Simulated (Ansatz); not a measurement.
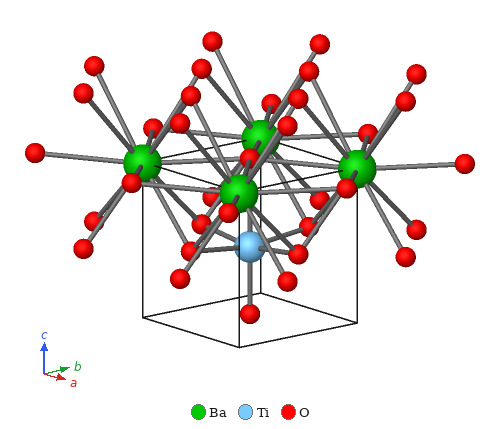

BaTiO3, space group P4mm (No. 99), a = 3.986 Å, b = 3.986 Å, c = 4.198 Å, α = 90.00°, β = 90.00°, γ = 90.00°

```tsv
site	Wyckoff	x	y	z
Ba	1a	0.0000	0.0000	0.9896
Ti	1b	0.5000	0.5000	0.4723
O1	1b	0.5000	0.5000	0.0405
O2	2c	0.5000	0.0000	0.5203
```

Source: coordinates from a relaxation with Ansatz, DFT, PBE, plane waves, PAW.

> Compute the Voronoi cell of each site (no radii): faces and volume.

```tsv
site	faces above 1 % of the sphere	volume (Å³)	solid angle by neighbour (%)
Ba	12	16.68	O 100 Ti 0 Ba 0
Ti	6	8.30	O 100 Ba 0
O1	14	14.11	Ba 37 Ti 32 O 31
O2	14	13.81	O 34 Ti 34 Ba 32
```

Weighted by multiplicity the volumes add up to the cell volume, 66.7 Å³.

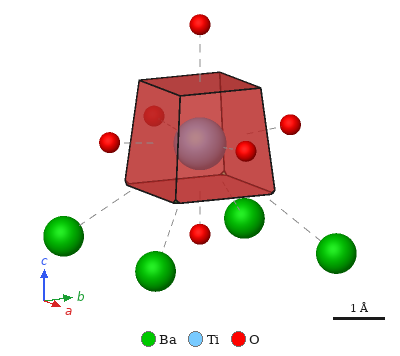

The computed Voronoi cell of Ti, with the neighbours that bound it.
